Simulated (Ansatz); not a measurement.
# Run report: P, band-structure calculation

System: P (R-3m, 3 atoms in the cell).
Method: DFT PBE, scalar-relativistic, plane waves, PAW, no spin polarisation (Ansatz 0.2.0).

The structure was made by a generator, so it may or may not be a known phase. Figures and captions count atoms from 1; the log counts them from 0 in places.

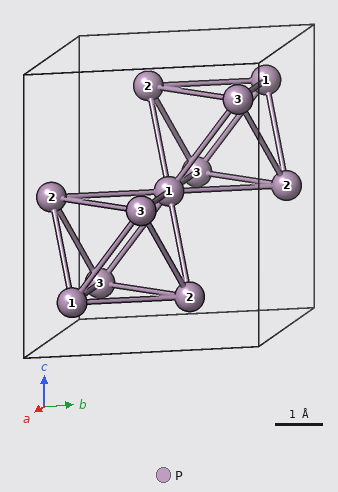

**Figure 1.** The input geometry (ball-and-stick view of the cell 3 times as large as that of the calculation, set on its symmetry axes, seen slightly off an axis; atoms are numbered from 1 in the order of the input). An atom can appear more than once, as a periodic image. Near neighbours in the periodic cell (some may lie outside the picture): P has 8 P at 2.54 to 2.62 Å.

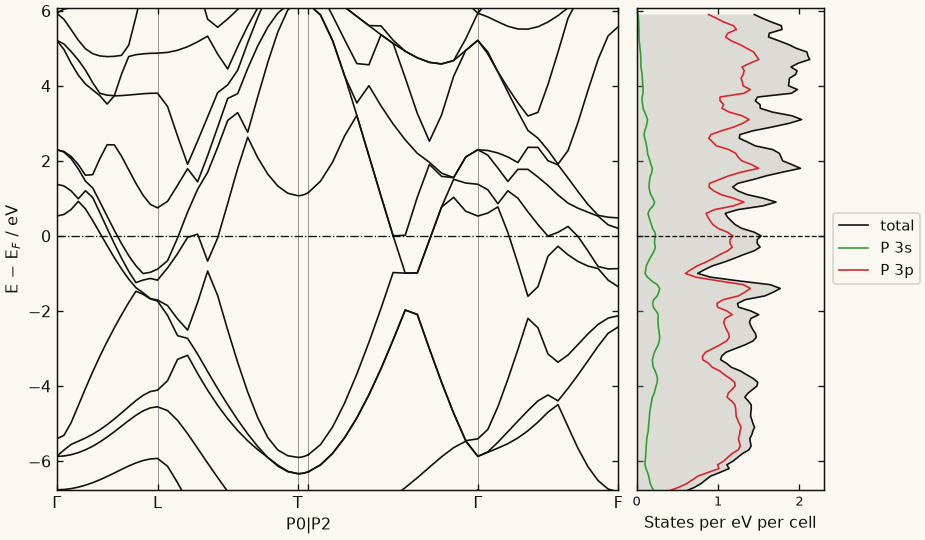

**Figure 2.** Band structure along Γ–L–T–P0|P2–Γ–F and density of states (projected on Löwdin-orthogonalised atomic shells), with energies from the Fermi level. Bands cross the Fermi level: a metal at this level of theory.

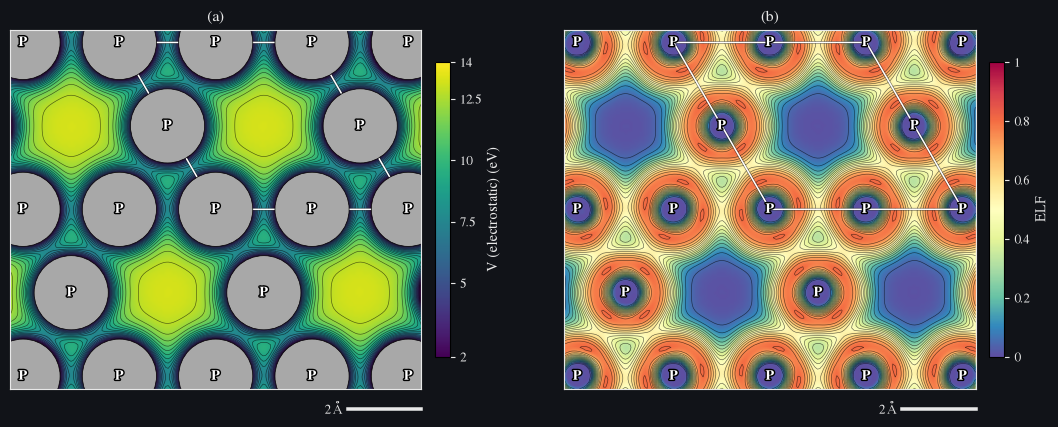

**Figure 3.** (a) electrostatic potential (local pseudopotential plus Hartree) felt by an electron; (b) ELF on the (001) plane of the conventional cell. Grey discs, where drawn, cover atomic cores. P–P (2.62 Å): the ELF peaks at about 0.80 between the atoms. Outside the cores the potential energy rises away from the atoms and is highest about 2.5 Å from the nearest atoms; outside the discs it spans about 10 eV, and its zero is arbitrary. The fields are those of the smooth PAW valence density.

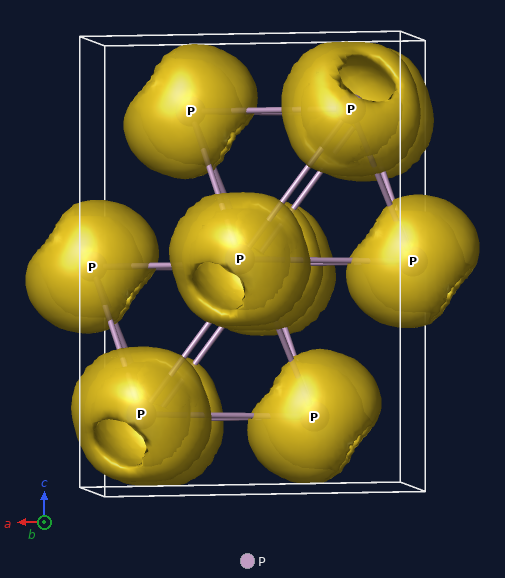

**Figure 4.** Isosurface of the ELF at 0.75 (yellow), seen at an oblique angle. Only the valence region is drawn (cores and ρ < 0.01 e/Å³ removed). Sticks mark near contacts. The outline is the cell set on symmetry axes. Values along the shortest contacts: P–P (2.54 Å): the ELF peaks at about 0.80 between the atoms (a covalent bond). P–P (2.62 Å): the ELF peaks at about 0.80 between the atoms.

The input and output of the run follow.

**Input file**
```yaml
crystal:
  lattice:
    - [2.6208744514, 1.51316257, 2.0433863838]
    - [-2.6208744514, 1.51316257, 2.0433863838]
    - [0.0, -3.02632514, 2.0433863838]
  atoms:
    - { symbol: P, position: [0.0, 0.5, 0.0] }
    - { symbol: P, position: [0.0, 0.0, 0.5] }
    - { symbol: P, position: [0.5, 0.0, 0.0] }
basis:
  ecutwfc: 420
kpoints:
  mp_grid: { grid: [12, 12, 12] }
  band_path:
    path:
      - [[0.0, 0.0, 0.0], [0.5, 0.0, 0.0], [0.5, -0.5, 0.5], [0.47060016, -0.52939984, 0.47060016]]
      - [[0.47060016, 0.47060016, 0.47060016], [0.0, 0.0, 0.0], [0.5, -0.5, 0.0]]
    npoints: 14
hamiltonian:
  xc: pbe
scf:
  occupations: { method: gaussian, width: 0.1 }
  n_extra_bands: 7
output:
  forces: true
  stress: true
  eigenvalues: true
  populations: true
  dos: { projected: true, de: 0.02, nscf_kmesh: { grid: [15, 15, 15] } }
  bader: true
  write_density: true
  write_potential: true
  elf: true
  volumetric_format: npy
```

Command:
```bash
ansatz run input.yaml --threads 1 --pin off --max-ram 2560MiB --backend cpu --events-out ev --progress --plain --runs-dir out
```

**Output**
```
scf.n_extra_bands = 7 over 8 filled bands (N_el = 15.0): the run solves 15 bands
Engine: ansatz 0.2.0, x86_64-unknown-linux-gnu
Pseudopotentials: kind: paw
Pseudopotential: P, paw, valence charge 5, recommended cutoff 420 eV (normal), P.paw.azcp
Functional definition: PBE
  parameter kappa = 0.804
  parameter beta = 0.06672455060314922
  exchange = pbe_x(kappa = kappa, mu = beta*pi^2/3)
  correlation = pbe_c(beta = beta)
Crystal: 3 atoms, lattice volume = 48.622 Å³
Basis set: ecut = 420 eV, 943 PW (Γ), exchange–correlation on 50×50×50 points (8 copies of the dense FFT grid, shifted against one another)
Bands: 15, of which v1, the nominal top of the filled ones, is band 8 counted from 1 (7 counted from 0)
Symmetry: 12 space group operations
Space group: R-3m (ITA 166), of the structure as read, at distance tolerance 3.6e-5 Å
k-points: 189 of 1728
Non-local potential: P, projectors of the file, l = 0: 2, l = 1: 2, l = 2: 2
PAW form: soft (Blöchl's): semilocal exchange-correlation on the pseudo side does not see the compensation charge
PAW one-centre angular grid: P, 110 points (default); XC on 64 Gauss nodes
Initial density: superposition of atomic densities (neutral atoms: chi_scale 0, normalization atom), corrected by the library's trained network
Initial wavefunctions: pseudopotential atomic-orbital guess
Functional: x = pbe(κ = 0.804, μ = 0.2195149727645171), c = pbe(β = 0.06672455060314922)
SCF iter   1: F=—  HF=-2265.402613 eV  |F-HF|=—  |Δ(HF+E_count)|=         —  Δρ=1.46e-3  dr2=4.32e-4  ethr=1.77e-3  ⟨swp⟩=7.0  Hψ=19927  notcnv=0  defer=6
preconditioner: auto → none  [metal: Δε(μ)=0.002 eV  Ē_g=11.505 eV  σ=0.100 eV  W_gap=0.01  n_scr=6 (ndim 8)  ℏωp=20.6 eV  f_vac=0.003  D(μ)=1.13/eV (n_scr^D=6)  sad-step TF]
SCF iter   2: F=—  HF=-2265.403986 eV  |F-HF|=—  |Δ(HF+E_count)|=   1.37e-3  Δρ=9.05e-4  dr2=2.16e-4  ethr=2.88e-6  ⟨swp⟩=2.5  Hψ=6015  notcnv=0  defer=15
SCF iter   3: F=—  HF=-2265.404894 eV  |F-HF|=—  |Δ(HF+E_count)|=   9.08e-4  Δρ=2.72e-4  dr2=4.98e-5  ethr=1.44e-6  ⟨swp⟩=2.0  Hψ=4221  notcnv=0  defer=15
SCF iter   4: F=—  HF=-2265.404877 eV  |F-HF|=—  |Δ(HF+E_count)|=   1.75e-5  Δρ=1.04e-4  dr2=4.96e-6  ethr=3.32e-7  ⟨swp⟩=2.0  Hψ=3771  notcnv=0  defer=15
iter 5 did not close the SCF: its close was put off for the readings that it lacked (scf_convergence_deferred on its scf_iter line)
SCF iter   5: F=-2265.404878 eV  HF=-2265.404878 eV  |F-HF|=2.27e-7  |Δ(HF+E_count)|=   1.54e-6  Δρ=1.37e-5  dr2=8.89e-8  ethr=3.30e-8  ⟨swp⟩=2.0  Hψ=3783  notcnv=0  defer=16
SCF iter   6: F=-2265.404878 eV  HF=-2265.404878 eV  |F-HF|=1.21e-8  |Δ(HF+E_count)|=   2.86e-7  Δρ=7.93e-6  dr2=3.30e-8  ethr=5.92e-10  ⟨swp⟩=11.7  Hψ=20661  notcnv=0
SCF 1 converged in 6 iterations: F = -2265.404878 eV  dr2 = 3.30e-8
  greatest PAW one-centre occupation: 0.830 electrons in one spin orbital (limit 2), on the P atom at site 2 (counted from 0), in its partial waves of l = 0
NSCF: frozen V_eff on 72 k-points
NSCF: frozen V_eff on 344 k-points
SCF converged after 6 iterations
Free energy (F): -2265.404878 eV
Harris-Foulkes:  -2265.404878 eV  (|F-HF|=1.21e-8)
Internal energy: -2265.399227 eV  (E = F + TS)
E sigma→0 (E₀):  -2265.402053 eV
Entropy (-TS):   -0.005651 eV (-1.884 meV/atom)
Fermi energy:    9.598144 eV
--- Per-component energies (eV) ---
  E_band       = 45.428600
  E_kinetic    = 209.439226
  E_local      = -123.320962  (includes V_loc(G=0)·N_el)
  E_nonlocal   = 100.590235
  E_hartree    = 31.506930
  E_xc         = -183.969410
  E_vxc        = -181.975380  (∫ρ·V_xc dr)
  E_paw        = -1707.614400  (= ΣΔE_a)
  E_vpaw       = -22.318238  (= ΣTr[D̂ρ^β])
  E_aug_tail   = 0.000011  (compensation charges beyond the density's cutoff)
  E_ewald      = -592.030857
  E_smearing   = -0.005651  (= −TS)
  E_closure    = -0.000000  (closes the sum)
  Σ components = -2265.404878   (vs F -2265.404878, Δ=0.00e0)
--- Forces (eV/Å), atoms counted from 1 ---
  atom   1  P     -0.00000000     0.00000000    -0.00000000
  atom   2  P      0.00000000    -0.00000000     0.00000000
  atom   3  P     -0.00000000     0.00000000    -0.00000000
  max |Σ_I F_I| component: 1.31e-30 eV/Å
--- Stress (GPa, compression-positive) ---
       -0.001206       0.000000       0.000000
        0.000000      -0.001206      -0.000000
        0.000000      -0.000000       0.040514
  P = ⅓ Tr σ = 0.0127 GPa (0.127 kbar)
--- Band table (eV; the first three rows and the last of 189) ---
  k-point 0: bands = ["-6.5092", "2.8320", "2.8320", "3.7223", "3.7223", "4.1898", "10.1258", "10.9738", "11.8940", "11.8940", "14.8078", "14.8078", "15.5343", "15.5343", "15.6691"]
  k-point 1: bands = ["-6.4428", "1.9207", "2.8749", "3.7827", "4.0711", "4.7669", "10.3635", "10.7351", "11.5737", "11.6494", "14.0847", "14.4372", "14.9991", "15.6922", "16.5473"]
  k-point 2: bands = ["-6.2458", "0.6798", "2.9989", "3.9595", "4.2776", "5.8331", "10.1127", "10.7450", "10.9925", "11.1029", "13.5315", "13.7966", "14.4869", "15.8598", "17.9999"]
  k-point 188: bands = ["-0.9074", "-0.9074", "-0.1299", "0.3975", "3.2618", "3.2618", "3.6960", "10.6690", "15.8379", "15.8379", "16.7160", "16.9554", "16.9554", "20.6407", "20.9607"]
--- Löwdin populations: 3 sites ---
  site symbol       q [e]
     0      P      4.8981
     1      P      4.8981
     2      P      4.8981
  spilling = 0.020387 (of n_electrons = 15.000000)
--- Bader charges: 3 sites ---
  site symbol  charge [e]  shift [e]
     0      P      0.0000     0.0000
     1      P      0.0000     0.0000
     2      P      0.0000     0.0000
  estimated error of the sums over rays = 8.5e-5 e
```

**File bader_charges.tsv**
```
# site	symbol	x_ang	y_ang	z_ang	partial_charge_e	electrons	volume_ang3	relative_density_drop	shared_charge_e	partial_wave_shift_e
# quadrature_error_electrons = 8.5e-5
0	P	-1.3104	0.7566	1.0217	0.00000	15.00000	16.21	-	0.00000	0.00000
1	P	0.0000	-1.5132	1.0217	0.00000	15.00000	16.21	-	0.00000	0.00000
2	P	1.3104	0.7566	1.0217	0.00000	15.00000	16.21	-	0.00000	0.00000
```

**Summary**

```csv
quantity,value
outcome,converged
space group (tolerance 0.01 Å),R-3m (166)
electrons treated,15
free energy,−2265.4049 eV
Fermi energy,9.598 eV
gap on the k-point mesh,none (metallic)
pressure,0.01 GPa
largest force (length of the vector),under 0.001 eV/Å
hardware,"1 thread of Intel Xeon @ 2.70GHz, 189 GiB of memory available, shared host"
wall time,33 s
peak memory,0.43 GiB
```
